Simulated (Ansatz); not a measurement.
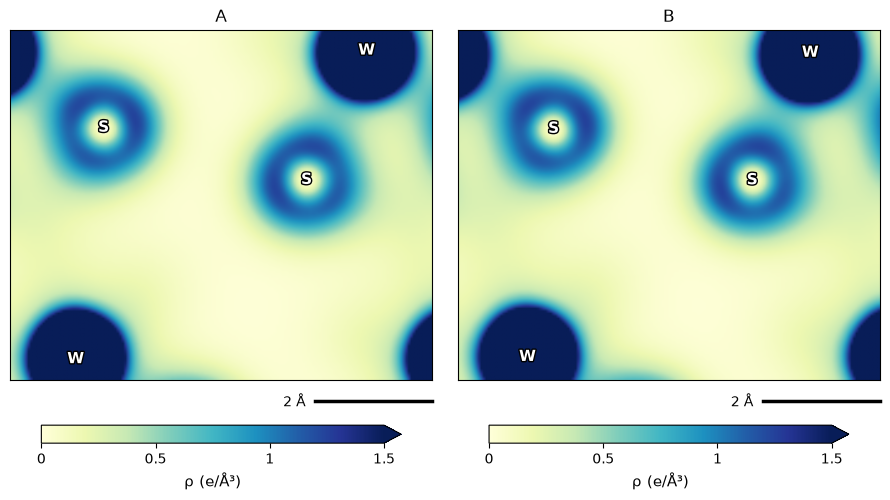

WS$_{2}$. The valence charge density (pseudo) of two cells that differ in size and shape, on the (101̄) plane of each (indices in the axes of the calculation cell), at one length scale and on one colour scale; one has 17.0 and the other 17.9 Å³ an atom.

Space group R3m.

All numbers below come from DFT, PBEsol, PAW with Ansatz's default frozen-core files, scalar-relativistic (Ansatz 0.2.0).

The density is the valence pseudo-density of a PAW calculation; it isn't the true density close to the nuclei.

The larger cell:

```
W S
1.0
     3.15800    0.00000    0.00000
    -1.57900    0.91164    6.22496
     1.57900   -2.73491    0.00000
W S
1 2
Direct
  0.00000 0.00000 0.00000
  0.75030 0.25090 0.75030
  0.58100 0.74300 0.58100
```

The smaller cell: a = 3.115 Å, b = 6.340 Å, c = 3.115 Å, α = 104.22°, β = 60.00°, γ = 104.22°.

Q: Which is the denser cell? Describe the effect of the change.

A: Panel B is the smaller cell, by 5 % in volume. From the larger cell to the smaller, W–S goes from 2.43 to 2.38 Å, and the density at its midpoint from 0.61 to 0.66 e/Å³; the pressure goes from −2.3 to 7 GPa.
